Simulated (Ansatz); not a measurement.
Input of the run:

```
crystal:
  lattice:
    - [3.8949581995, 0.0, 0.0]
    - [-1.9474790997, 3.3731327474, 0.0]
    - [0.0, 0.0, 5.5123890845]
  atoms:
    - { symbol: Pt, position: [0.0, 0.0, 0.0] }
    - { symbol: Se, position: [0.3333333333, 0.6666666667, 0.2223446354] }
    - { symbol: Se, position: [0.6666666667, 0.3333333333, 0.7776553646] }
kpoints:
  mp_grid: { grid: [6, 6, 4] }
  band_path:
    path:
      - [0.0, 0.0, 0.0]
      - [0.5, 0.0, 0.0]
      - [0.3333333333, 0.3333333333, 0.0]
      - [0.0, 0.0, 0.5]
      - [0.5, 0.0, 0.5]
      - [0.3333333333, 0.3333333333, 0.5]
      - [0.0, 0.25, 0.3333333333]
      - [-0.119792, 0.0, 0.041667]
      - [-0.001302, 0.282552, 0.286458]
    npoints: 1
hamiltonian:
  xc: hse06
scf:
  occupations: { method: fermi_dirac, width: 0.02 }
  n_extra_bands: 4
output:
  forces: true
  stress: true
  eigenvalues: true
```

Run as:
```bash
ansatz run input.yaml --threads 4 --pin off --max-ram 4608MiB --backend cpu --events-out ev --progress --plain --runs-dir out
```

What does the calculation give for the electronic structure?

There is a gap; over the k points computed it is 0.35 eV (indirect; the smallest direct gap is 0.80 eV). Within the window shown, the tallest peak of the filled states lies 4.7 eV under the valence-band top, at about 6 states per eV and cell.

The cell is at −7 GPa in this functional. Spin-orbit coupling is left out, which matters for Pt.

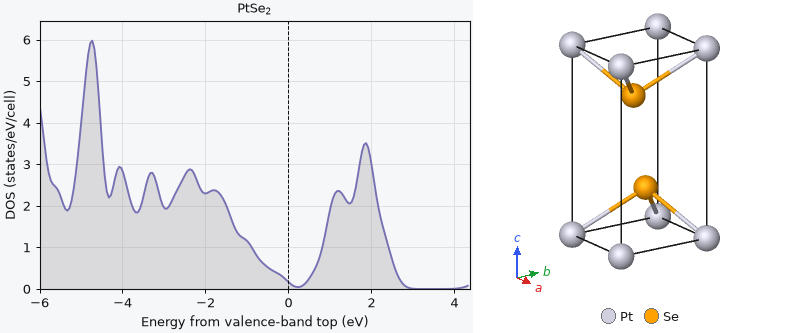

Density of states, beside the structure. Energies are counted from the top of the valence band. The curve is built from the levels of the k mesh with Gaussians 0.4 eV wide, which also blur the band edges.
